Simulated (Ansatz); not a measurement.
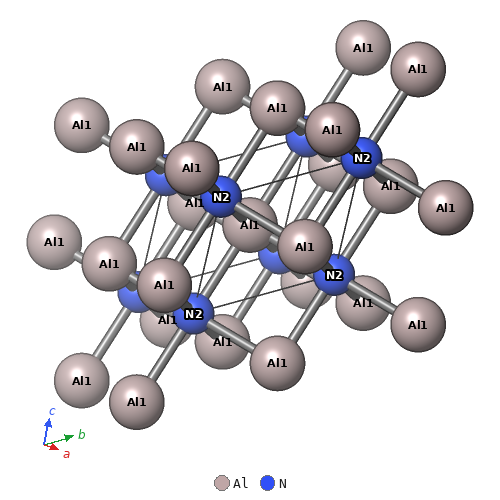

The system is AlN (Fm-3m, No. 225; 2 atoms in the cell); the picture shows the reference structure. 
- The energy is mapped over volume and the cell's shape.
- Coordinates scanned: (1) volume per atom; (2) length along [111] over the lengths across it, relative to the cubic cell.
- Nothing is relaxed (symmetry fixes all fractional coordinates).
- The scan uses a 7 × 7 grid.
- Points are written as (first, second).
- Energies: meV/atom, counted from the lowest grid point.
- The calculation used DFT PBEsol, scalar-relativistic, plane waves, PAW in Ansatz 0.2.0. Settings: cutoff 520 eV, k-mesh 10×10×10, gaussian smearing 0.05 eV, no spin polarisation.

Its coordinates:

```yaml
crystal:
  lattice:
    - [0.00000, 2.02227, 2.02227]
    - [2.02227, 0.00000, 2.02227]
    - [2.02227, 2.02227, 0.00000]
  atoms:
    - { symbol: Al, position: [0.50000, 0.50000, 0.50000] }
    - { symbol: N, position: [0.00000, 0.00000, 0.00000] }
```

Range: volume per atom from 6.95 to 9.59 Å³; length along [111] over the lengths across it, relative to the cubic cell from 0.886 to 1.128.

### Predict the map.

The lowest grid point is at (8.27 Å³, 1.000). No other kind of well shows on this grid. The highest grid point, (6.95 Å³, 1.128), lies 410 meV/atom above the lowest. Round the minimum the two coordinates are nearly uncoupled. The gap on the k-mesh is 4.5 eV at the lowest point and runs from 1.8 to 5.0 eV over the map.

```csv
"second ↓, first →",6.95,7.39,7.83,8.27,8.71,9.15,9.59
1.128,410,269,194,169,183,227,293
1.084,308,169,96,73,89,135,204
1.041,249,111,39,18,35,82,152
1.000,230,93,21,0,18,65,135
0.961,248,110,38,17,34,81,151
0.923,299,160,87,65,81,127,196
0.886,380,239,165,141,156,200,268
```

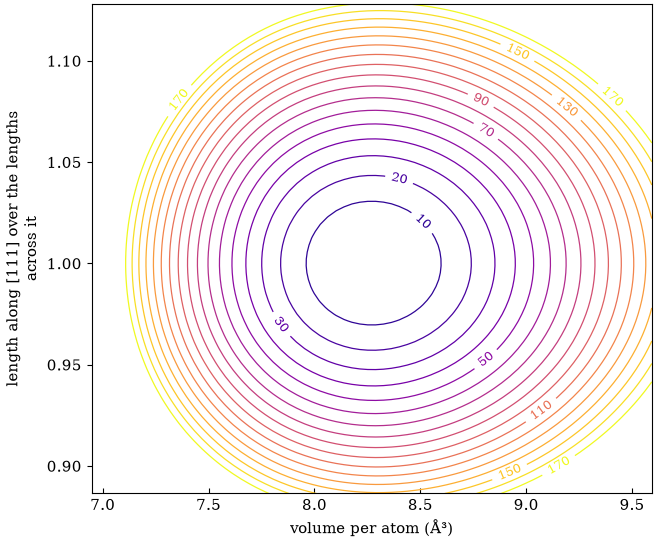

The picture shows contour lines labelled in meV/atom (none above 170). Between grid points the surface is interpolated.

Each point was launched as `ansatz run input.yaml --threads 1 --pin off --max-ram 2048MiB --backend cpu --events-out ev --progress --plain --runs-dir out`. The whole map (49 points run) took 87 s on 1 thread of Intel(R) Xeon(R) Platinum 8259CL CPU @ 2.50GHz (Skylake/Cascade Lake), with other jobs on the host.

PAW datasets: the set soft_1.
